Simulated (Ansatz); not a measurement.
Consider CaHF₂.

```
H F Ca
1.0
     3.55165    0.00000    0.00000
    -1.77583    3.07582    0.00000
     0.00000    0.00001   14.05733
H F Ca
3 6 3
Direct
  0.33333 0.66667 0.16667
  0.00000 0.00000 0.50000
  0.66667 0.33333 0.83333
  0.33333 0.66667 0.08427
  0.00000 0.00000 0.41760
  0.66667 0.33333 0.75093
  0.33333 0.66667 0.24907
  0.00000 0.00000 0.58240
  0.66667 0.33333 0.91573
  0.00000 0.00000 0.00000
  0.66667 0.33333 0.33333
  0.33333 0.66667 0.66667
```

Space group R-3m; built by placing these elements on a known structure type; computed pressure about 7 GPa in this cell; computed without spin polarisation.

These are results of DFT, PAW plane waves, r2SCAN (Ansatz 0.2.0), not measurements.

Q: Predict the electron localisation function between the atoms.

A: F–H (1.16 Å): the ELF peaks at about 0.80 between the atoms.

Q: Does the calculation make it a metal, or give it a gap?

A: It is gapless in this calculation (a metal or semimetal).

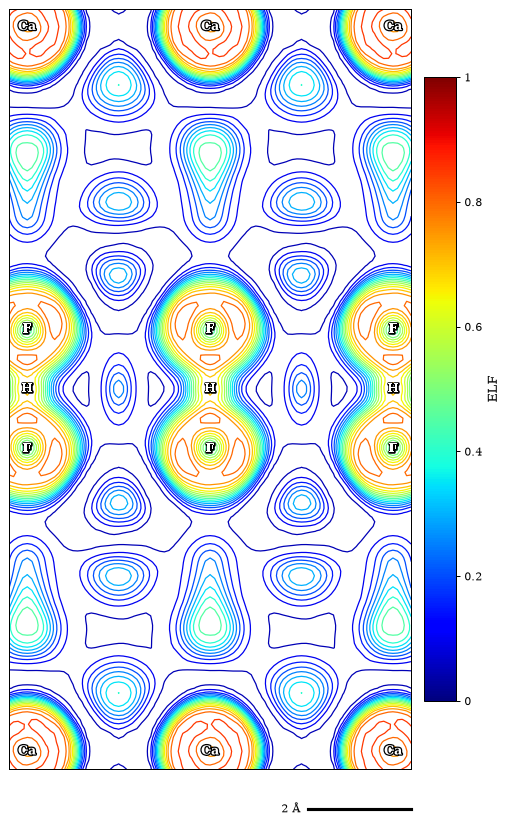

Computed electron localisation function on the (100) plane of the conventional cell. 

Core electrons are frozen (PAW), and the valence fields are smoothed inside the atomic spheres.
